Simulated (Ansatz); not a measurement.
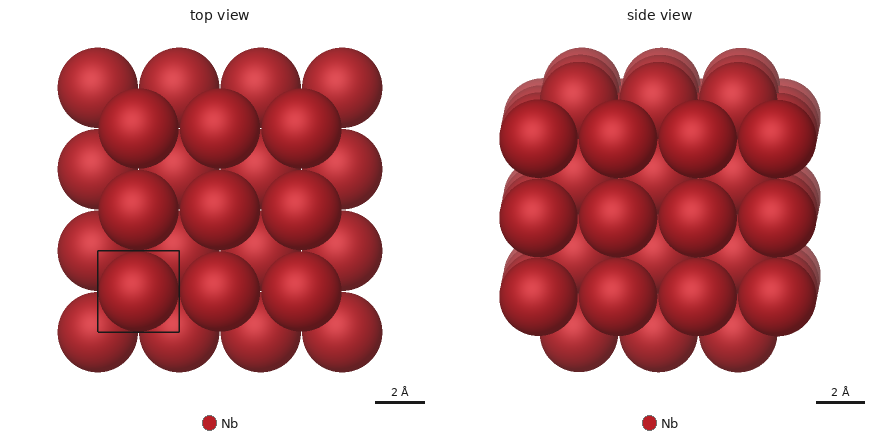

Nb(100) (Im-3m bulk, 7 atomic planes (those closer than 0.6 Å count as one), 10 Å), seen from above and from the side.

Level of theory: DFT PBE, scalar-relativistic, plane waves, PAW (Ansatz). Cutoff 420 eV, 18 × 18 k-points, Gaussian smearing 0.1 eV, dipole correction. The slab is a cut without reconstruction beyond its cell, at the source's lattice constants, with its lower half held fixed and the rest relaxed. No spin polarisation. The run couldn't confirm all of its levels under its output density. The run warns that the functional's potential is rough in the thin density of the vacuum, where the tip is; weak contrasts and barriers may feel it.

Model: Tersoff–Hamann, s-wave tip, no tip–sample forces. Bias windows are sharp sums over the levels of the k mesh.

Input file:

```yaml
crystal:
  lattice:
    - [3.3279, 0.0, 0.0]
    - [0.0, 3.3279, 0.0]
    - [0.0, 0.0, 27.9836998751]
  atoms:
    - { symbol: Nb, position: [0.5, 0.5, 0.3216157992] }
    - { symbol: Nb, position: [0.0, 0.0, 0.3810771995] }
    - { symbol: Nb, position: [0.5, 0.5, 0.4405385997] }
    - { symbol: Nb, position: [0.0, 0.0, 0.4992463315] }
    - { symbol: Nb, position: [0.5, 0.5, 0.5589126792] }
    - { symbol: Nb, position: [0.0, 0.0, 0.6181444108] }
    - { symbol: Nb, position: [0.5, 0.5, 0.6694894626] }
basis:
  ecutwfc: 420
  fft_grid_basis: typed
kpoints:
  mp_grid: { grid: [18, 18, 1] }
hamiltonian:
  xc: pbe
scf:
  occupations: { method: gaussian, width: 0.1 }
output:
  forces: true
  eigenvalues: true
  band_densities:
    - { e_range: [-2.0, -1.0] }
    - { e_range: [-1.0, -0.5] }
    - { e_range: [-0.5, -0.25] }
    - { e_range: [-0.25, 0.0] }
    - { e_range: [0.0, 0.25] }
    - { e_range: [0.25, 0.5] }
    - { e_range: [0.5, 1.0] }
    - { e_range: [1.0, 1.5] }
  band_residual_tolerance: 1.0e-05
  write_potential: true
  elf: true
  write_density: true
  volumetric_format: npy
efield:
  axis: 3
  dipole_correction: true
  ramp_width: 0.04
checkpoint:
  read: start.run
  write: ck
  compress: false
  write_wavefunctions: false
  write_every: 100000
```

Command:

```sh
ansatz run input.yaml --threads 1 --pin off --max-ram 2211MiB --backend cpu --events-out ev --progress --plain --runs-dir out
```

Cost without the relaxation before it: 63 s on 1 thread of AMD EPYC 9R45 96-Core Processor (Zen 5), on a shared host, peak memory 1.1 GiB.

### What does a constant-current image at a set point of 1.2 × 10⁻⁴ e/Å³ show at −0.25 V?

The brightest spots lie over the top Nb atoms; the darkest points are over the Nb atoms 1.4 Å below the top plane. The corrugation is 5 pm at a mean tip height of 3.5 Å. So weak a contrast (5 pm) depends on the k-mesh and on the tip.

### Predict the constant-current image at a set point of 4.3 × 10⁻⁴ e/Å³ at +0.25 V.

The brightest spots lie over the top Nb atoms; the darkest points are over the Nb atoms 1.4 Å below the top plane. The corrugation is 8 pm at a mean tip height of 3.5 Å. So weak a contrast (8 pm) depends on the k-mesh and on the tip.

The computed images, with the atoms seen from above drawn over one corner (deeper ones smaller):

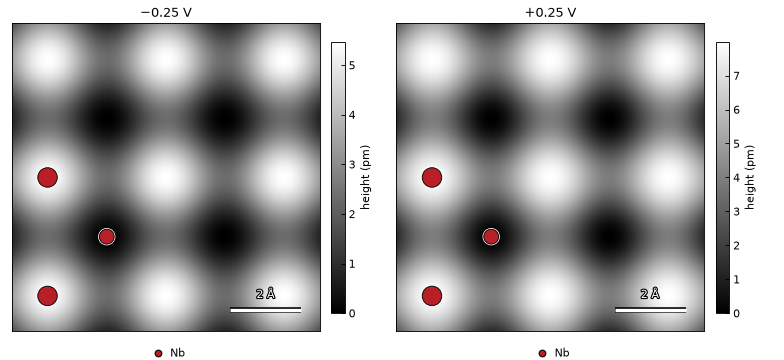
